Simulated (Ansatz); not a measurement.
**Formation energy and levels of the vacancy V_Mg in MgO (Fm-3m)**

Charge states of V_Mg in MgO (Fm-3m), set against the band edges. Model: a cell of 54 host atoms with 1 Mg taken out.

Main program and level: Ansatz 0.2.0; place-levels on r2SCAN runs: charge-transition levels and formation energies with image-charge correction and potential alignment at the atomic sites; PAW set soft_1.

## Step 1: Starting point

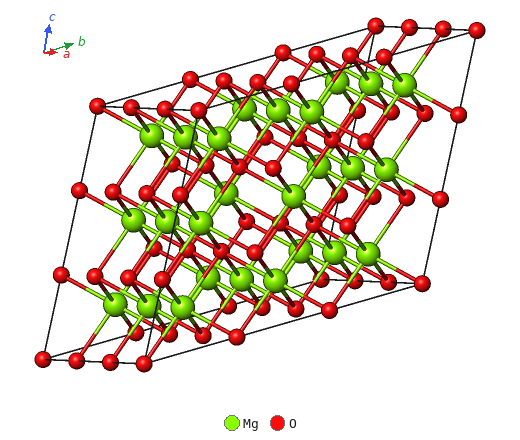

The cell as given, slightly off an axis (magnesium green, oxygen red). Bonds to atoms that aren't drawn are left out. Some periodic images of atoms are drawn too.

The cell holds 53 atoms: 26 Mg and 27 O. Its edges and angles: a = 9.193 Å, b = 9.193 Å, c = 9.193 Å, α = 60.0°, β = 60.0°, γ = 60.0°. It derives from MgO (space group Fm-3m). Nearest the centre at fractional (0.667, 0.667, 0.333): O28 at 2.17 Å, O32 at 2.17 Å, O44 at 2.17 Å, O34 at 2.17 Å, O50 at 2.17 Å, O46 at 2.17 Å, Mg35 at 3.06 Å, Mg47 at 3.06 Å.

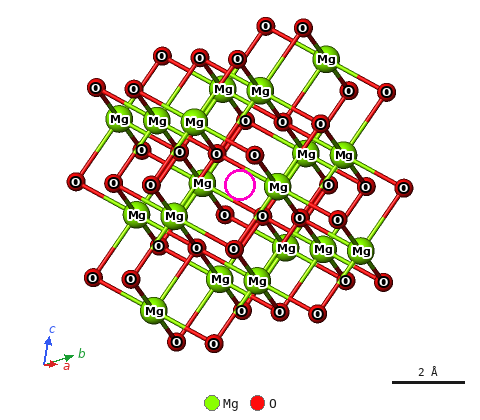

The atoms within 5 Å of the centre. A ring marks the centre wherever it is empty.

Known beforehand: the electronic dielectric constant, 3.24, and the static one, 10.37, from a response run on this crystal (DFPT, PBEsol) at that run's own cell.

The relaxed host is scaled by +3.0 % along all axes; the dielectric constants are those of the unstrained host.

The cell's shortest repeat is 9.2 Å.

## Step 2: Charge states

Levels follow from differences of total energies between charge states, each relaxed by itself.

Random displacements of about 0.05 Å break the site symmetry at the start, so that the relaxation can reach a distorted minimum if there is one. Forces are taken at one point at (¼, ¼, ¼). The cell holds 2 electrons more than the neutral one, with a uniform background that keeps it neutral on the whole.

The sampling was tested on the host first: at the k-points planned (1x1x1 shifted 0.25 0.25 0.25) its energy lies 0.018 eV an atom from the dense-mesh value, under the bound of 0.02 eV set for this test; that bounds the host's error, not the defect's.

One state's input; the others differ in charge, spin, start and seed, and in occupations where the table says so.

The input, qm2.relax/input.yaml:

```yaml
crystal:
  lattice:
    - [0.0, 6.5005802, 6.5005802]
    - [6.5005802, 0.0, 6.5005802]
    - [6.5005802, 6.5005802, 0.0]
  atoms:
    - { symbol: Mg, position: [0.0, 0.0, 0.0] }
    - { symbol: O, position: [0.16666667, 0.16666667, 0.16666667] }
[... 6 atom lines left out ...]
    - { symbol: Mg, position: [0.0, 0.33333333, 0.33333333] }
[... 3 atom lines left out ...]
    - { symbol: Mg, position: [0.0, 0.66666667, 0.0] }
[... 1 atom line left out ...]
    - { symbol: Mg, position: [0.0, 0.66666667, 0.33333333] }
[... 5 atom lines left out ...]
    - { symbol: Mg, position: [0.33333333, 0.0, 0.33333333] }
[... 6 atom lines left out ...]
    - { symbol: O, position: [0.5, 0.5, 0.5] }
[... 1 atom line left out ...]
    - { symbol: O, position: [0.5, 0.5, 0.83333333] }
[... 1 atom line left out ...]
    - { symbol: O, position: [0.5, 0.83333333, 0.16666667] }
    - { symbol: Mg, position: [0.33333333, 0.66666667, 0.33333333] }
    - { symbol: O, position: [0.5, 0.83333333, 0.5] }
    - { symbol: Mg, position: [0.33333333, 0.66666667, 0.66666667] }
[... 1 atom line left out ...]
    - { symbol: Mg, position: [0.66666667, 0.0, 0.0] }
[... 1 atom line left out ...]
    - { symbol: Mg, position: [0.66666667, 0.0, 0.33333333] }
[... 4 atom lines left out ...]
    - { symbol: O, position: [0.83333333, 0.5, 0.16666667] }
    - { symbol: Mg, position: [0.66666667, 0.33333333, 0.33333333] }
    - { symbol: O, position: [0.83333333, 0.5, 0.5] }
    - { symbol: Mg, position: [0.66666667, 0.33333333, 0.66666667] }
[... 1 atom line left out ...]
    - { symbol: Mg, position: [0.66666667, 0.66666667, 0.0] }
    - { symbol: O, position: [0.83333333, 0.83333333, 0.16666667] }
[... 1 atom line left out ...]
    - { symbol: Mg, position: [0.66666667, 0.66666667, 0.66666667] }
    - { symbol: O, position: [0.83333333, 0.83333333, 0.83333333] }
  host:
    repeats: [3, 3, 3]
    atoms:
      - { symbol: Mg, position: [0.0, 0.0, 0.0] }
      - { symbol: O, position: [0.5, 0.5, 0.5] }
total_charge: -2
basis:
  ecutwfc: 500
  xc_grid: 2
hamiltonian:
  xc: r2scan
  pseudopotentials: { kind: paw, azcp: { folder: soft_1 } }
kpoints:
  mp_grid: { grid: [1, 1, 1], shift: [0.25, 0.25, 0.25] }
scf:
  occupations: { method: fixed }
  max_iter: 60
output:
  forces: true
  charged_corrections:
    epsilon: 3.24
    static_epsilon: 10.37
    defect_position: [0.666667, 0.666667, 0.333333]
relax:
  f_tol: 0.02
  max_steps: 80
  random_displacement: { amplitude: 0.05, seed: 2183 }
checkpoint:
  write: "../qm2.relax.run"
  compress: false
  write_wavefunctions: true
  write_every: 100000
```

Started as:

```sh
$ ansatz run input.yaml --threads 4 --pin off --max-ram 7536MiB --backend cpu --events-out ev --progress --plain --runs-dir out
```

The relaxed structure is kept and the sampling changed to a 2×2×2 shifted mesh.

The run of this state that the levels use, under r2SCAN:

The input, qm2.point/input.yaml:

```yaml
crystal:
  checkpoint: "../qm2.relax.run"
  host: checkpoint
total_charge: -2
basis:
  ecutwfc: 500
  xc_grid: 2
hamiltonian:
  xc: r2scan
  pseudopotentials: { kind: paw, azcp: { folder: soft_1 } }
kpoints:
  mp_grid: { grid: [2, 2, 2], shift: [0.5, 0.5, 0.5] }
scf:
  occupations: { method: fermi_dirac, width: 0.01 }
  max_iter: 60
output:
  forces: true
  eigenvalues: true
  charged_corrections:
    epsilon: 3.24
    static_epsilon: 10.37
    defect_position: [0.666667, 0.666667, 0.333333]
  eigenstates: { localisation: true }
  populations: true
checkpoint:
  read: "../qm2.relax.run"
  write: "../qm2.point.run"
  compress: false
  write_wavefunctions: false
  write_every: 100000
```

Relaxations under r2SCAN at one point at (¼, ¼, ¼); times on 4 threads of Arm Neoverse V1, shared host:

| charge | moment (μB) | occupations | outcome | steps | largest displacement against the far atoms (Å) | time |
| --- | --- | --- | --- | --- | --- | --- |
| −2 | 0 | fixed | converged | 6 | 0.16 | 81 s |
| −1 | 1 | fixed | converged | 6 | 0.16 | 5.2 min |
| 0 | 0 | fixed | not converged | - | - | 55 s |
| 0 | 0 | fermi-dirac | converged | 8 | 0.16 | 2.6 min |
| +1 | 1 | fixed | converged | 11 | 0.16 | 8 min |
| 0 | 2 | fixed | converged | 20 | 0.16 | 12 min |

Single points under r2SCAN at a 2×2×2 shifted mesh; times on 4 threads of Arm Neoverse V1, shared host:

| charge | moment (μB) | occupations | outcome | time |
| --- | --- | --- | --- | --- |
| −2 | 0 | fermi-dirac | converged | 59 s |
| −1 | 1 | fermi-dirac | converged | 3.6 min |
| 0 | 0 | fermi-dirac | converged | 90 s |
| +1 | 1 | fermi-dirac | converged | 3.9 min |
| 0 | 2 | fermi-dirac | converged | 4.1 min |

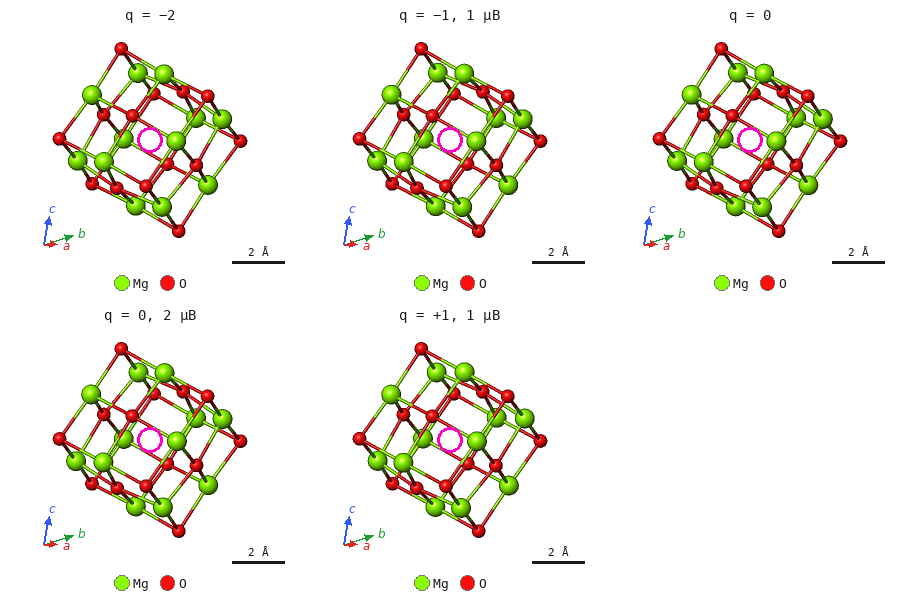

The structures near the centre after relaxation with r2SCAN, by charge. A ring marks the centre wherever it is empty.

Distances (Å) from the ideal centre to the nearest atoms after relaxation with r2SCAN:

| charge | moment (μB) | 1. | 2. | 3. | 4. | 5. | 6. |
| --- | --- | --- | --- | --- | --- | --- | --- |
| −2 | 0 | O 2.32 | O 2.32 | O 2.32 | O 2.32 | O 2.33 | O 2.33 |
| −1 | 1 | O 2.31 | O 2.31 | O 2.32 | O 2.32 | O 2.33 | O 2.33 |
| 0 | 0 | O 2.32 | O 2.32 | O 2.32 | O 2.32 | O 2.32 | O 2.33 |
| 0 | 2 | O 2.30 | O 2.31 | O 2.32 | O 2.32 | O 2.32 | O 2.33 |
| +1 | 1 | O 2.29 | O 2.29 | O 2.30 | O 2.30 | O 2.33 | O 2.33 |

## Step 3: Placing the levels, r2SCAN

A charged cell interacts with its images and the background, and its potential has another zero than the host's. place-levels removes the first by a point-charge model, screened by the static dielectric constant since the ions have relaxed around the charge, and the second by comparing potentials at atoms far from the defect.

The host is a run of the defect-free crystal in the same cutoffs, grids and k-points, so that basis and sampling errors cancel in part in the differences. The host is run in a cell of 2 atoms on a matching mesh. Its band edges are searched through the zone by a band path, so the gap is smaller than, or equal to, that on the mesh. Chemical potentials are energies per atom of Mg (hcp), run with the same functional and cutoff.

The input, levels.point.yaml:

```yaml
host:
  run: host.point.run
states: [qm2.point.run, qm1_M1.point.run, q0.point.run, qp1_M1.point.run, q0_M2.point.run]
geometry_from:
  qm2.point.run: qm2.relax.run
  qm1_M1.point.run: qm1_M1.relax.run
  q0.point.run: q0.relax_smeared.run
  qp1_M1.point.run: qp1_M1.relax.run
  q0_M2.point.run: q0_M2.relax.run
chemical_potentials:
  Mg:
    energy: -1926.407918
    dataset: "<sha256 of the dataset>"
epsilon: 3.24
static_epsilon: 10.37
vertical:
  - { from: qm2.point.run, to: qm2.point_neutral.run }
  - { from: qm1_M1.point.run, to: qm1_M1.point_neutral.run }
  - { from: qp1_M1.point.run, to: qp1_M1.point_neutral.run }
```

Started as:

```sh
$ ansatz place-levels levels.point.yaml -- --threads 4 --pin off --max-ram 7536MiB
```

Numbers of over 12 decimals in the logs are rounded to 6 here.

The program printed:

```text
[... repeated set-up lines and file paths are left out, and long positions are rounded to six places ...]
(+1/0) 0.101 eV beneath the valence edge (-0.192 eV without the band-filling correction), in the valence band
(0/-1) 0.296 eV above the valence edge, 4.527 eV under the conduction edge
(-1/-2) 0.722 eV above the valence edge, 4.101 eV under the conduction edge
formation energy of charge +1: +9.175 eV with the Fermi level at the valence edge
formation energy of charge 0: +9.074 eV with the Fermi level at the valence edge
formation energy of charge -1: +9.370 eV with the Fermi level at the valence edge
formation energy of charge -2: +10.092 eV with the Fermi level at the valence edge
vertical -2 to 0: no energy, since no alignment is typed
  the change from vertical[0].from (qm2.point.run) to vertical[0].to (qm2.point_neutral.run): by its potential at epsilon 3.24 it stands at 0.667 0.667 0.334, with an rms radius of about 4.7 Å (2.7 2.7 2.7 Å across the planes of the cell's vectors); [...]
vertical -1 to 0: no energy, since no alignment is typed
  the change from vertical[1].from (qm1_M1.point.run) to vertical[1].to (qm1_M1.point_neutral.run): by its potential at epsilon 3.24 it is spread over the cell along a vector, with an rms radius of about 5.8 Å (3.6 3.2 3.2 Å across the planes of the cell's [...]
vertical +1 to 0: no energy, since no alignment is typed
  the change from vertical[2].from (qp1_M1.point.run) to vertical[2].to (qp1_M1.point_neutral.run): by its potential at epsilon 3.24 it stands at 0.670 0.723 0.339, with an rms radius of about 3.6 Å (2.1 2.2 2.1 Å across the planes of the cell's vectors); [...]
  edges by r2scan, gap 4.823 eV; the host is sampled to repeats of 18.39 Å
  the defect's cells are sampled to repeats of 18.39 Å, like sampling
[...]
of states[4] (q0_M2.point.run): its alignment with the host at atomic sites is doubtful: the cell is too small to show whether the defect's potential has decayed: take a larger one; stability_check_not_made
  of states[1] (qm1_M1.point.run): it parts from the run at its places by a charge that spreads by about 3.6 Å along one vector (1.3 Å or more is wide), by its potential at epsilon 3.24, taken for that of held ions (one typed too small widens it), where the [...]
  of states[0] (qm2.point.run): it parts from the run at its places by a charge that spreads by about 2.7 Å along one vector (1.3 Å or more is wide), by its potential at epsilon 3.24, taken for that of held ions (one typed too small widens it), where the cell [...]
  of states[2] (q0.point.run): its alignment with the host at atomic sites is doubtful: the cell is too small to show whether the defect's potential has decayed: take a larger one
  of vertical[0].from (qm2.point.run): it parts from the run at its places by a charge that spreads by about 2.7 Å along one vector (1.3 Å or more is wide), by its potential at epsilon 3.24, taken for that of held ions (one typed too small widens it), where [...]
  vertical[0].to (qm2.point_neutral.run): levels filled in part (TS 0.012 eV): its energy is of no whole electron's
  vertical[1].from (qm1_M1.point.run): levels filled in part (TS 0.006 eV): its energy is of no whole electron's
  of vertical[1].from (qm1_M1.point.run): stability_check_not_made; [...]
  vertical[1].to (qm1_M1.point_neutral.run): levels filled in part (TS 0.010 eV): its energy is of no whole electron's
  of vertical[2].from (qp1_M1.point.run): its moments are held at its close (magnetization.spin_locking), by a field of 0.020 eV a Bohr magneton, and its energy and levels are of the state that this holds: a run that lets them go can end lower; [...]
  vertical[2].to (qp1_M1.point_neutral.run): levels filled in part (TS 0.010 eV): its energy is of no whole electron's
```

The job ended after 0.62 s (4 threads of Arm Neoverse V1, shared host).

Levels between the charges placed, in eV above the valence top:

|  | gap (eV) | (+1/0) | (0/−1) | (−1/−2) |
| --- | --- | --- | --- | --- |
| r2SCAN | 4.82 | -0.10 | 0.30 | 0.72 |

Corrections by state:

| charge | moment (μB) | image terms and alignment (eV) | band filling (eV) | ε used | over the lowest of its charge, as the program ranks them, band filling apart (eV) |
| --- | --- | --- | --- | --- | --- |
| +1 | 1.0 | -0.321 | -0.091 | 10.37 | 0.000 |
| 0 | 2.0 | 0.000 | - | - | 0.000 |
| −1 | 1.0 | 0.616 | - | 10.37 | 0.000 |
| −2 | 0.0 | 1.560 | - | 10.37 | 0.000 |
| 0 | 0.0 | 0.000 | - | - | 0.105 |

The charged structures listed were also run neutral, and place-levels reads from each pair, by the potential or the spins, how wide the charge is by which they differ; that can be the carrier of either run.

| charge | rms radius (Å) | spread where it is widest against the cell (Å) | wide from (Å) | reading |
| --- | --- | --- | --- | --- |
| +1 | 3.6 | 2.20 | 1.30 | wide |
| −1 | 5.8 | 3.63 | 1.30 | wide |
| −2 | 4.7 | 2.71 | 1.30 | wide |

The neutral runs of these pairs need not share the spin of the lowest neutral state, and very wide values only mean spread over the cell.

From the program's caveats on the states, each cut to its opening words:

- charge +1 (1 μB): it parts from the run at its places by a charge that spreads by about 2.2 Å along one vector (1.3 Å or more is wide), by its potential at epsilon 3.24, taken [...]
- charge +1 (1 μB): a band-filling correction moves a carrier to the host's band edge, which changes its energy by -0.091 eV
- charge +1 (1 μB), 0 (2 μB), −1 (1 μB), −2, 0: its alignment with the host at atomic sites is doubtful: the cell is too small to show whether the defect's potential has decayed: take a larger one
- charge +1 (1 μB): the host's ions (past the first shell or, of a walk that freed a part, those that it held) aren't shown at rest: they stand up to 0.076 Å off their sites, 0.66 [...]
- charge +1 (1 μB): its moments are held at its close (magnetization.spin_locking), by a field of 0.020 eV a Bohr magneton, and its energy and levels are of the state that this [...]
- charge +1 (1 μB), 0 (2 μB), −1 (1 μB): flagged: stability check not made
- charge −1 (1 μB): it parts from the run at its places by a charge that spreads by about 3.6 Å along one vector (1.3 Å or more is wide), by its potential at epsilon 3.24, taken [...]
- charge −2: it parts from the run at its places by a charge that spreads by about 2.7 Å along one vector (1.3 Å or more is wide), by its potential at epsilon 3.24, taken [...]

The host's formation energy from the elements is -2.927 eV per atom at this strain; it sets how far the chemical potentials can move.

Limit set by the element alone; other compounds of these elements are not counted. Chemical potentials from the elements' reference states: Mg 0.00 eV, O -5.85 eV. Formation energies (Mg-rich), with the Fermi level at the valence top and at the conduction bottom (gap 4.82 eV):

| charge | at valence top (eV) | at conduction bottom (eV) | correction included (eV) |
| --- | --- | --- | --- |
| +1 | 9.17 | 14.00 | -0.41 |
| 0 | 9.07 | 9.07 | 0.00 |
| −1 | 9.37 | 4.55 | 0.62 |
| −2 | 10.09 | 0.45 | 1.56 |

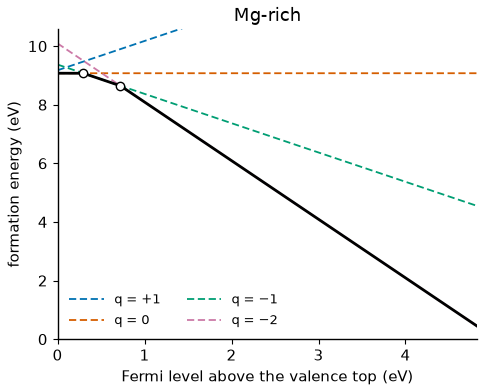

Formation energy against Fermi level; the thick line follows the lowest charge state and circles mark the transition levels.

Limit set by the element alone; other compounds of these elements are not counted. Chemical potentials from the elements' reference states: O 0.00 eV, Mg -5.85 eV. Formation energies (O-rich), with the Fermi level at the valence top and at the conduction bottom (gap 4.82 eV):

| charge | at valence top (eV) | at conduction bottom (eV) | correction included (eV) |
| --- | --- | --- | --- |
| +1 | 3.32 | 8.14 | -0.41 |
| 0 | 3.22 | 3.22 | 0.00 |
| −1 | 3.52 | -1.31 | 0.62 |
| −2 | 4.24 | -5.41 | 1.56 |

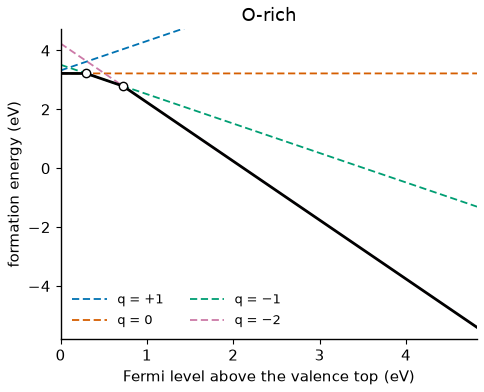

Formation energy against Fermi level; the thick line follows the lowest charge state and circles mark the transition levels.

## Step 4: Results

```json
{
 "gap of the host": "4.82 eV (r2SCAN)",
 "level (plus 1/0)": "0.10 eV below the valence top (-0.19 eV above the valence top without the band-filling term)",
 "level (0/minus 1)": "0.30 eV above the valence top",
 "level (minus 1/minus 2)": "0.72 eV above the valence top",
 "lowest of the charges placed, just above the valence top (0.02 eV)": "0",
 "lowest of the charges placed, just below the conduction bottom (0.02 eV)": "−2",
 "lowest formation energy at mid-gap of the charges run, Mg-rich": "5.27 eV",
 "lowest formation energy at mid-gap of the charges run, O-rich": "-0.58 eV"
}
```

In words: Of the charges placed (−2, −1, 0 and +1), the lowest changes at 0.30 eV (0/−1) and 0.72 eV (−1/−2) above the valence top, in a gap of 4.82 eV. (0/−1) and (−1/−2) lie nearer to a band edge than the share of the finite-size correction in them (0.62 and 0.94 eV), and that correction holds for a localised charge alone. Charges below −2 were not placed, so these runs say nothing of levels that involve them. States placed: +1 at 1 μB; 0 at 2 μB and 0 μB; −1 at 1 μB; −2 at 0 μB. Other spin states or structures, where not listed, weren't placed. The program finds carriers beyond a band edge of the host and adds a band-filling term at charge +1 (-0.09 eV); steps to such a charge show no bound level, and a defect level inside a band would be read the same way. Corrections reach 1.6 eV, so the cell is small for these charges and their levels are rough. The program doubts the alignment of potentials for at least one state, a sign that the cell is small. Limits: r2SCAN makes the gap too small and tends to spread out bound carriers; where a gas molecule sets a chemical potential or the host's formation energy, its binding is uncorrected; force components of up to 0.24 eV/Å remain in a run at the final settings.

[Logs are printed without paths, hosts, clocks, repeated set-up lines and the standing remarks that a program may print on its own settings, such as how far it seeks lower states.]

[Hosts, paths, dates, database ids (printed as entryN), source tags and the programs' standing remarks are cut or masked in the printed files.]

[Where a table of states has a column of steps, it counts the stored structures, which are thinned; the runs took as many ionic steps or more.]

[A defect's name tells the site on which it was built; relaxed atoms can leave that site.]

[For some hosts the program warned that the k-mesh of the response run may be too coarse for force constants and the static dielectric constant; such warnings are not shown here.]
